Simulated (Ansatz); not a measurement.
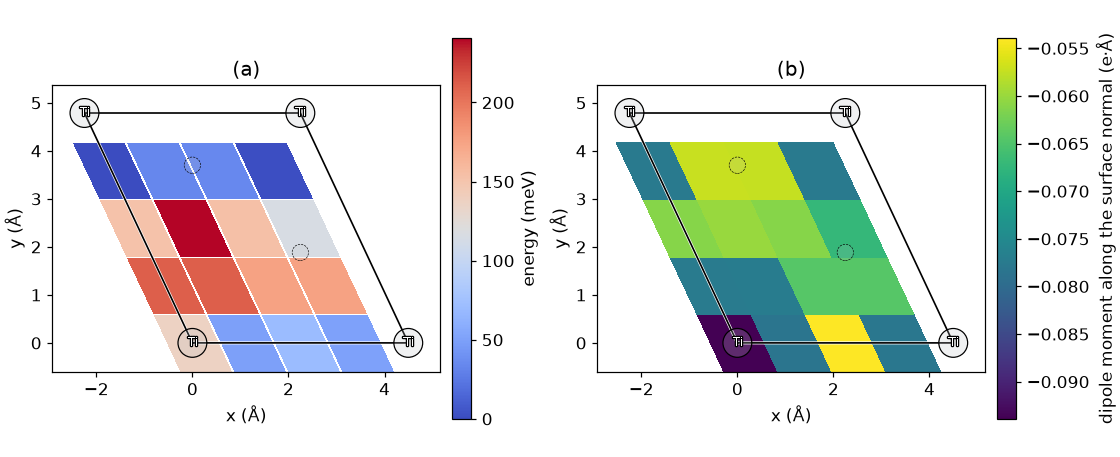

Si on a Ti(101) slab cut from the P6/mmm phase, its upper half relaxed before the scan (9 atoms of substrate and one adsorbate in a 1 × 1 cell). Si is moved over the surface cell at a fixed height above a rigid substrate; the origin of the map has the adsorbate above Ti9; the height is held at 2.80 Å. Places are given modulo a cell vector. The map is drawn in real space over the plane of the surface. The scan uses a 4 × 4 grid. Energies: meV, counted from the lowest grid point. The runs have no spin polarisation, so an open-shell adsorbate far from the surface lies too high. With one adsorbate in each 1 × 1 cell, its nearest image is 4.5 Å away, so neighbouring adsorbates interact. At a fixed height the lowest place need not be the adsorption site. These are results of DFT PBE+D3(BJ), scalar-relativistic, plane waves, PAW in Ansatz 0.2.0, not measurements. Settings: cutoff 420 eV, k-mesh 7×6×1, gaussian smearing 0.1 eV, no spin polarisation.

Panel (a) is the energy and panel (b) the computed dipole moment along the surface normal on the same grid.

Drawn: one coloured cell a grid point, labelled circles for the atoms of the top layer and small ones for the second layer, the outline of one cell of the plane.

### How does the dipole moment along the surface normal vary over the map, and what is it at the lowest grid point?

It runs from −0.09 e·Å at the top site over a surface Ti atom, (0/4, 0/4) of the cell vectors to −0.05 e·Å at a bridge site between two Ti atoms, (2/4, 0/4) of the cell vectors. At the lowest grid point, (0/4, 3/4) of the cell vectors [nearest 1 Ti at 3.10 Å], it is −0.08 e·Å.

PAW datasets: the set soft_1.
